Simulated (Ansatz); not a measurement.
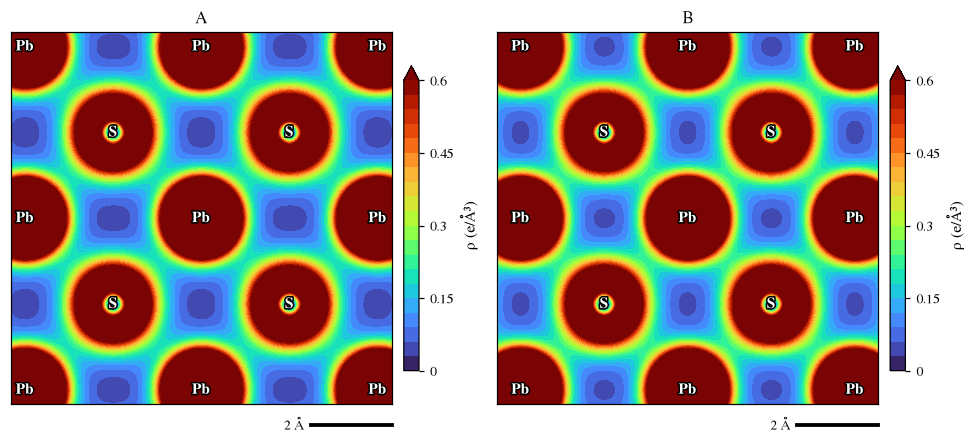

PbS. The valence electron density of two cells that differ in size and shape, on the (101) plane of each (indices in the axes of the calculation cell), at one length scale and on one colour scale; one has 25.6 and the other 27.7 Å³ an atom.

All numbers below come from DFT r2SCAN, scalar-relativistic, plane waves, PAW (Ansatz 0.2.0).

Which is the denser cell? Describe the effect of the change.

Answer. Panel B is the smaller cell, by 8 % in volume. From the larger cell to the smaller, Pb–S goes from 3.03 to 2.95 Å, and the density at its midpoint from 0.2 to 0.23 e/Å³; the pressure goes from −2.1 to 2.5 GPa; the Kohn–Sham gap goes from 0.87 eV to 0.64 eV.
